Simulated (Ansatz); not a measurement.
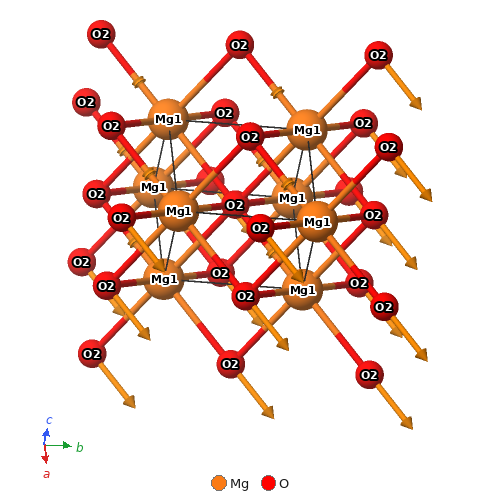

The system is MgO (Fm-3m, No. 225; 2 atoms in the cell); the picture shows the reference structure; orange arrows give the pattern of the mode. 
- The energy is mapped over a normal mode and a strain (zone-centre modes of the 2-atom cell of this scan) (x, y and z along the cube axes).
- Coordinates scanned: (1) amplitude of mode 6 (388 cm⁻¹), largest displacement in the unstrained cell; (2) equal normal strain along x, y and z.
- Nothing is relaxed (the pattern is fixed in fractional coordinates).
- The grid has 11 × 7 points; 42 points were computed and 35 follow by symmetry.
- Points are written as (first, second).
- Energies are in eV per cell, from the lowest grid point.
- These are results of DFT PBEsol, scalar-relativistic, plane waves, PAW in Ansatz, not measurements. Settings: cutoff 520 eV, k-mesh 10×10×10, gaussian smearing 0.05 eV, no spin polarisation.

Its coordinates:

```xyz
2
Lattice="0.0000 2.1076 2.1076 2.1076 0.0000 2.1076 2.1076 2.1076 0.0000" Properties=species:S:1:pos:R:3 pbc="T T T"
Mg    0.0000    0.0000    0.0000
O     2.1076    2.1076    2.1076
```

Range: amplitude of mode 6 (388 cm⁻¹), largest displacement in the unstrained cell from −0.202 to 0.202 Å; equal normal strain along x, y and z from −2.50 to 2.50 %.

Question: What landscape does the calculation give?

Answer: The lowest grid point is at (0.000 Å, 0.00 %). It is the only kind of minimum in the scanned range. The highest grid point, (−0.202 Å, −2.50 %), lies 0.599 eV above the lowest. The gap on the k-mesh is 4.6 eV at the lowest point and runs from 3.9 to 5.4 eV over the map.

```
second ↓, first →  −0.202  −0.162  −0.121  −0.081  −0.040  0.000  0.040  0.081  0.121  0.162  0.202
             2.50   0.372   0.229   0.138   0.085   0.057  0.048  0.057  0.085  0.138  0.229  0.372
             1.67   0.378   0.222   0.123   0.063   0.032  0.022  0.032  0.063  0.123  0.222  0.378
             0.83   0.396   0.226   0.117   0.051   0.016  0.006  0.016  0.051  0.117  0.226  0.396
             0.00   0.426   0.242   0.123   0.051   0.012  0.000  0.012  0.051  0.123  0.242  0.426
            −0.83   0.468   0.270   0.141   0.062   0.019  0.006  0.019  0.062  0.141  0.270  0.468
            −1.67   0.526   0.312   0.172   0.086   0.039  0.024  0.039  0.086  0.172  0.312  0.526
            −2.50   0.599   0.368   0.217   0.123   0.072  0.056  0.072  0.123  0.217  0.368  0.599
```

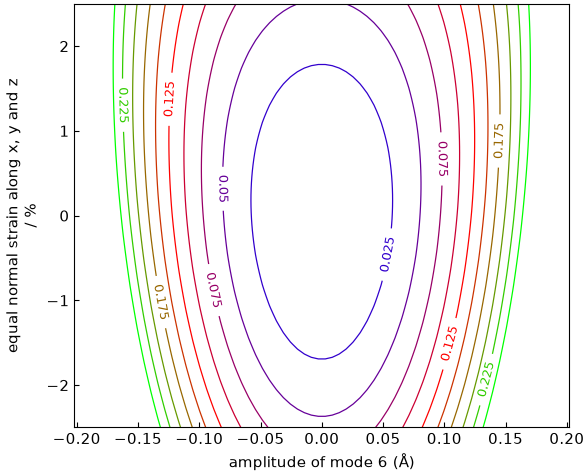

The picture shows contour lines labelled in eV (none above 0.25). Between grid points the surface is interpolated.

Each point was launched as `ansatz run input.yaml --threads 1 --pin off --max-ram 2048MiB --backend cpu --events-out ev --progress --plain --runs-dir out`. The whole map (42 points run) took 3.5 min on 1 thread of Arm Neoverse N1, with other jobs on the host.

PAW datasets: the set soft_1.
